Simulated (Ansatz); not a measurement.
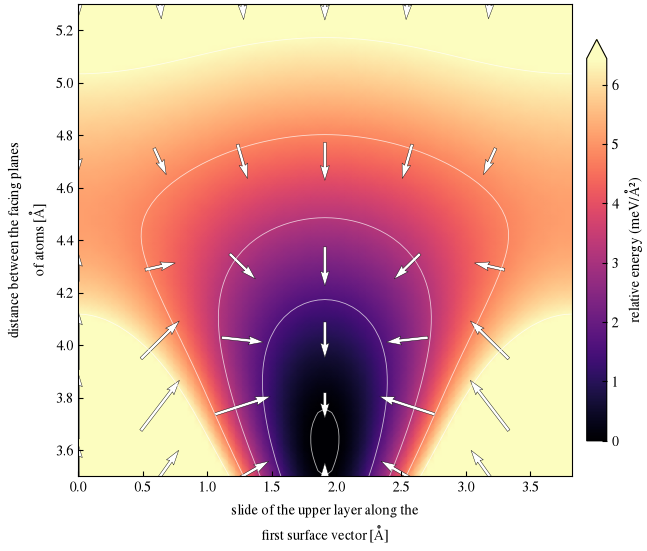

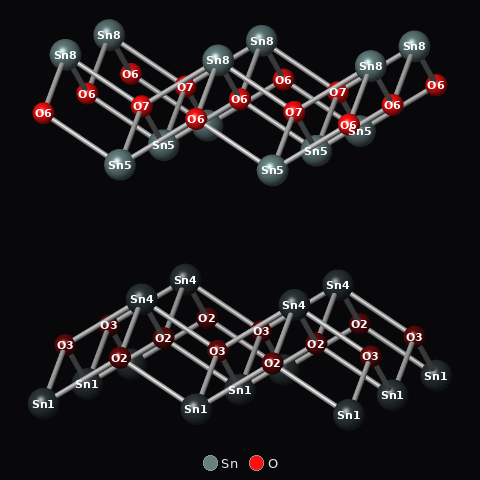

Energy landscape of a bilayer of two SnO sheets, the upper one turned by 180 degrees about the normal (8 atoms in the cell). The upper layer of a bilayer is slid along a line and lifted, both layers rigid. First axis: slide of the upper layer along the first surface vector, from Sn5 above Sn4. Second axis: distance between the facing planes of atoms. The grid has 6 × 6 points; 24 points were computed and 12 follow by symmetry. Points are written as (first, second). Energies: meV/Å², counted from the lowest grid point. Method: Ansatz 0.2.0, DFT PBE+D3(BJ), scalar-relativistic, plane waves, PAW. Settings: cutoff 420 eV, k-mesh 7×7×1, gaussian smearing 0.05 eV, no spin polarisation.

Drawn: a smooth colour map with a few white contour lines, arrows along the force (downhill), their lengths compressed, one colour for all values above the top of the scale. Between grid points the surface is interpolated. The second picture is the structure at the lowest point

> Summarise what can be read from the map.

The lowest grid point is at (1.91 Å, 3.50 Å). It is the only kind of minimum in the scanned range. The highest grid point, (0.00 Å, 3.50 Å), lies 23.3 meV/Å² above the lowest. On the interpolated surface the easiest way out of the lowest well to its copy in the next cell or period passes a barrier of about 5.3 meV/Å².

The input of one point:

```yaml
crystal:
  lattice:
    - [3.8201528543, 0.0002954551, 0.0]
    - [-0.0003145191, 3.8201528528, 0.0]
    - [0.0, 0.0, 22.226074346]
  atoms:
    - { symbol: Sn, position: [0.9999452911, 0.9999452911, 0.2024649036] }
    - { symbol: O, position: [0.9999461074, 0.4999461074, 0.2556240251] }
    - { symbol: O, position: [0.4999461074, 0.9999461074, 0.2556240251] }
    - { symbol: Sn, position: [0.4999452911, 0.4999452911, 0.3087831466] }
    - { symbol: Sn, position: [0.9999452911, 0.4999452911, 0.4662558494] }
    - { symbol: O, position: [0.9999444748, 0.9999444748, 0.5194149709] }
    - { symbol: O, position: [1.4999444748, 0.4999444748, 0.5194149709] }
    - { symbol: Sn, position: [1.4999452911, 0.9999452911, 0.5725740924] }
basis:
  ecutwfc: 420
kpoints:
  mp_grid: { grid: [7, 7, 1] }
hamiltonian:
  xc: pbe
  pseudopotentials: { kind: paw, azcp: { folder: soft_1 } }
  dispersion: d3bj
scf:
  occupations: { method: gaussian, width: 0.05 }
output:
  forces: true
  eigenvalues: true
efield:
  axis: 3
  dipole_correction: true
  ramp_width: 0.04
```

Each point was launched as `ansatz run input.yaml --threads 2 --pin off --max-ram 6144MiB --backend cpu --events-out ev --progress --plain --runs-dir out`. The whole map (24 points run) took 11 min on 2 threads of Intel(R) Xeon(R) Processor @ 2.50GHz (Skylake/Cascade Lake), on a shared host.
